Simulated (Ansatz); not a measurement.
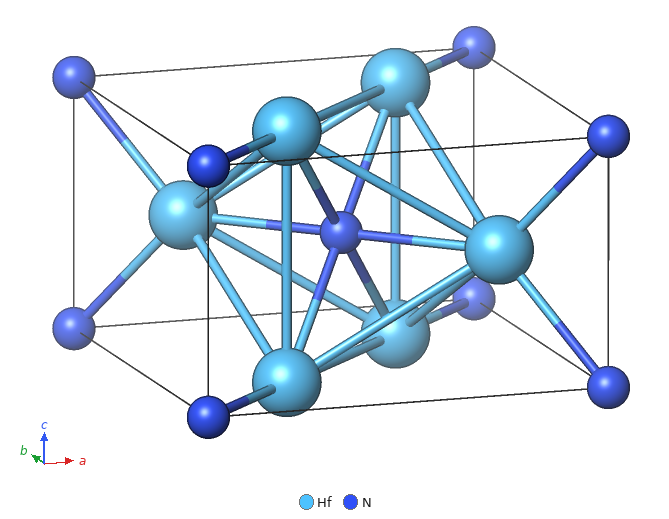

Shown here is a ball-and-stick view of the crystal, taken from a general direction. The lines enclose the simulation cell; boundary atoms appear with their images.

Full input:
```yaml
crystal:
  lattice:
    - [5.3251070783, 0.0, 0.0]
    - [0.0, 5.3251070783, 0.0]
    - [0.0, 0.0, 3.2499869526]
  atoms:
    - { symbol: Hf, position: [0.2954865866, 0.2954865866, 0.0] }
    - { symbol: Hf, position: [0.7045134134, 0.7045134134, 0.0] }
    - { symbol: Hf, position: [0.7954865866, 0.2045134134, 0.5] }
    - { symbol: Hf, position: [0.2045134134, 0.7954865866, 0.5] }
    - { symbol: "N", position: [0.0, 0.0, 0.0] }
    - { symbol: "N", position: [0.5, 0.5, 0.5] }
basis:
  ecutwfc: 500
kpoints:
  mp_grid: { grid: [6, 6, 10] }
hamiltonian:
  xc: r2scan
scf:
  occupations: { method: gaussian, width: 0.15 }
output:
  forces: true
  stress: true
  eigenvalues: true
  write_density: true
  write_potential: true
  elf: true
  volumetric_format: npy
```
Run as:
```sh
ansatz run input.yaml --threads 2 --pin off --max-ram 5120MiB --backend cpu --events-out ev --progress --plain --runs-dir out
```

Electronic-structure method: Ansatz, DFT r2SCAN, scalar-relativistic, plane waves, PAW. Parameters: a 500 eV plane-wave basis, a 6×6×10 mesh of k-points, Gaussian smearing of 0.15 eV, no spin polarisation.

### Is it conducting or gapped at this level?

A metal: bands cross the Fermi level.

### Would the cell expand or shrink if it could?

The computed pressure is 0.0 GPa, close to zero.

The initial geometry was a structure listed in the Materials Project. Earlier steps of the study, as a rule a relaxation of our own, may have changed the cell and positions, so they can lie some per cent off the listed ones. It went into a calculation with Ansatz.
